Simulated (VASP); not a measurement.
System: Mo.

```cif
data_structure
_symmetry_space_group_name_H-M 'P 1'
_symmetry_Int_Tables_number 1
_cell_length_a 2.7193
_cell_length_b 2.7193
_cell_length_c 4.7845
_cell_angle_alpha 90.000
_cell_angle_beta 90.000
_cell_angle_gamma 120.000
_cell_volume 30.64
loop_
_atom_site_label
_atom_site_type_symbol
_atom_site_fract_x
_atom_site_fract_y
_atom_site_fract_z
_atom_site_occupancy
Mo1 Mo 0.33333 0.66667 0.25000 1
Mo2 Mo 0.66667 0.33333 0.75000 1
```

Space group P6₃/mmc; a generated structure, not necessarily the stable one.

Method: VASP 6.6.1, Kohn-Sham DFT of a periodic cell, LDA, VASP PAW LDA potentials, recommended.

Q: What will maps of the valence pseudo-density and electron localisation function show?

A: Mo–Mo (2.72 Å): ρ at the midpoint is about 0.39 e/Å³; the ELF is about 0.30 at the midpoint; no shared electron pair shows on this line.

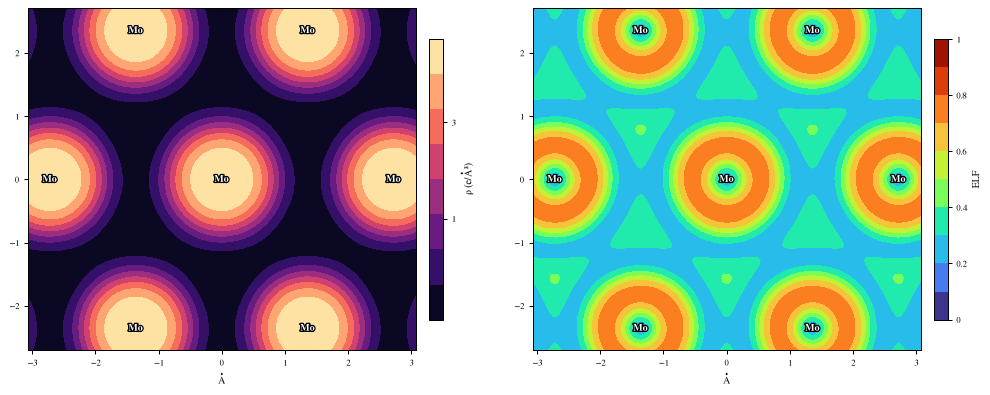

Computed valence pseudo-density and electron localisation function on the (001) plane of the conventional cell, in this order. 

In a PAW calculation such maps are meaningful between the atoms, not at the nuclei.
